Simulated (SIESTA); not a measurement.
# A series of single points on I

System: I (4 atoms in the cell).
Method: Kohn-Sham DFT of a periodic cell, LDA, PseudoDojo 0.4 standard, converted to PSML, no spin polarisation (SIESTA 5.4.2).

The 7 runs differ only in the geometry, by an even scaling of the cell at fixed fractional positions. The structure derives from an entry of the Crystallography Open Database.

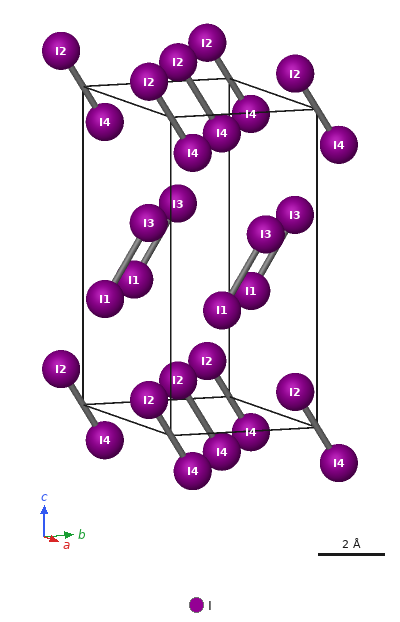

Figure 1. The structure of run 4 (ball-and-stick view of the cell 2 times as large as that of the calculation, set on its symmetry axes, seen slightly off an axis; atoms are numbered from 1 in the order of the input). An atom can appear more than once, as a periodic image.

## Input of run 4
```
SystemName                      I
SystemLabel                     I
NumberOfSpecies                 1
NumberOfAtoms                   4
%block ChemicalSpeciesLabel
  1  53 I
%endblock ChemicalSpeciesLabel

LatticeConstant                 1.0 Ang
%block LatticeVectors
     3.6350350000    -2.3950200000     0.0000000000
     3.6350350000     2.3950200000     0.0000000000
     0.0000000000     0.0000000000     9.7934400000
%endblock LatticeVectors
AtomicCoordinatesFormat         Fractional
%block AtomicCoordinatesAndAtomicSpecies
     0.6493000000     0.3507000000     0.3844000000  1  I
     0.1493000000     0.8507000000     0.1156000000  1  I
     0.3507000000     0.6493000000     0.6156000000  1  I
     0.8507000000     0.1493000000     0.8844000000  1  I
%endblock AtomicCoordinatesAndAtomicSpecies

%block kgrid.MonkhorstPack
    7   0   0  0.0
    0   7   0  0.0
    0   0   3  0.0
%endblock kgrid.MonkhorstPack
XC.Functional                   LDA
XC.Authors                      PW92
PAO.BasisSize                   DZP
PAO.EnergyShift                 0.003 Ry
Mesh.Cutoff                     500 Ry
OccupationFunction              FD
ElectronicTemperature           0.05 eV
MaxSCFIterations                120
SCF.MustConverge                false
SCF.Mixer.Method                Pulay
SCF.Mixer.Weight                0.25
SCF.Mixer.History               8
SCF.DM.Tolerance                5.0e-05
SCF.H.Tolerance                 1.0e-03 eV
WriteForces                     true
Charge.Mulliken                 end
BandLinesScale                  ReciprocalLatticeVectors
%block BandLines
    1    0.000000   0.000000   0.000000  \Gamma
   11    0.358528  -0.358528   0.000000  X
    6    0.000000  -0.500000   0.000000  S
    4    0.000000  -0.500000  -0.500000  R
    6    0.358528  -0.358528  -0.500000  A
   11    0.000000   0.000000  -0.500000  Z
    4    0.000000   0.000000   0.000000  \Gamma
   10   -0.500000  -0.500000   0.000000  Y
    4   -0.358528  -0.641472   0.000000  X1
    4   -0.358528  -0.641472  -0.500000  A1
    4   -0.500000  -0.500000  -0.500000  T
    4   -0.500000  -0.500000   0.000000  Y
    1    0.000000   0.000000  -0.500000  Z
   10   -0.500000  -0.500000  -0.500000  T
%endblock BandLines
```

Command:
```bash
siesta I.fdf > I.out 2>&1
```

Run 5 has the same physical settings and fractional positions; its lattice vectors (Å) are:
```
   3.659109   -2.410882    0.000000
   3.659109    2.410882    0.000000
   0.000000    0.000000    9.858299
```

## Results, with one run withheld

| run | volume per atom (Å³) | free energy per atom, from the lowest run given (meV) | pressure (GPa) | gap on the mesh (eV) |
| --- | --- | --- | --- | --- |
| 1 | 40.073 | 6.54 | 1.33 | 1.23 |
| 2 | 40.926 | 1.47 | 0.61 | 1.18 |
| 3 | 41.778 | 0.00 | −0.03 | 1.13 |
| 4 | 42.631 | 1.72 | −0.59 | 1.08 |
| 5 | 43.483 | ? | ? | ? |
| 6 | 44.336 | 13.32 | −1.54 | 1.00 |
| 7 | 45.189 | 22.58 | −1.93 | 0.96 |

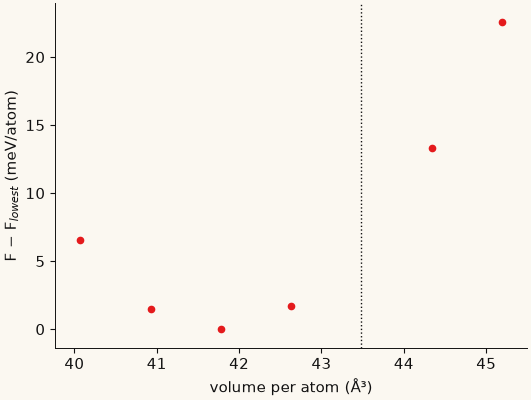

Figure 2. Free energy per atom of the runs given; the dotted line marks run 5.

Fit the runs given and predict run 5.

A cubic polynomial in V^(−2/3) (the Birch–Murnaghan form), fitted to the 6 runs given, misses them by under 0.01 meV per atom. With x = V^(−2/3) − 0.08221 Å⁻², it reads F = 1.0325 − 2267.8 x + 1.2321e+06 x² + 7.2324e+06 x³ (meV per atom). At run 5 it gives 6.27 meV per atom, and the run itself gives 6.27. The slope of the fit gives a pressure −dF/dV of −1.10 GPa there, and the run prints −1.09 GPa. The fit has its minimum at 41.727 Å³ per atom, where V d²F/dV² gives 29.5 GPa. Cell shape and fractional positions are held, so this is the stiffness under even scaling; the relaxed bulk modulus wasn't computed and can be far lower in a crystal of layers, chains or molecules like this one. The gap on the mesh goes, without turning, from 1.23 eV in run 1 to 0.96 eV in run 7; run 5 has 1.04 eV. These are gaps of this functional on this mesh, which can miss the band edges; they aren't the measured gap.

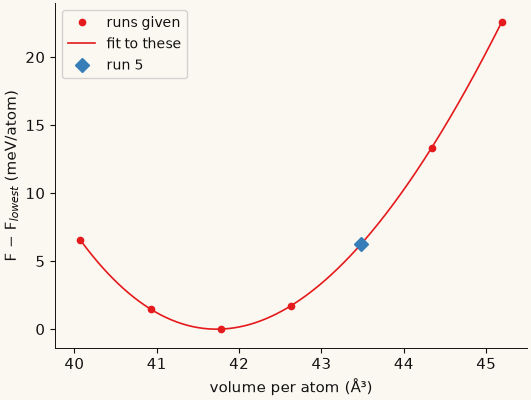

Figure 3. The fit and the withheld run.

## Some lines of the output (run 5)
```
[...]
outcell: Cell volume (Ang**3)        :    173.9335
stepf: Fermi-Dirac step function
siesta: Etot    =     -1414.977441
siesta: FreeEng =     -1414.977442
        iscf     Eharris(eV)        E_KS(eV)     FreeEng(eV)     dDmax    Ef(eV) dHmax(eV)
siesta: E_KS(eV) =            -1415.1977
siesta: E_KS - E_eggbox =     -1415.1977
siesta: Etot    =     -1415.197712
siesta: FreeEng =     -1415.197716
siesta:         Fermi =      -5.081424
siesta: Cell volume =        173.933476 Ang**3
    Orbital volume contribution        =           2.832930 eV
```

Notes: Points of doubt noted for this run: mulliken charges of long orbitals. With a small basis of atomic orbitals these values can differ much from converged plane-wave results.
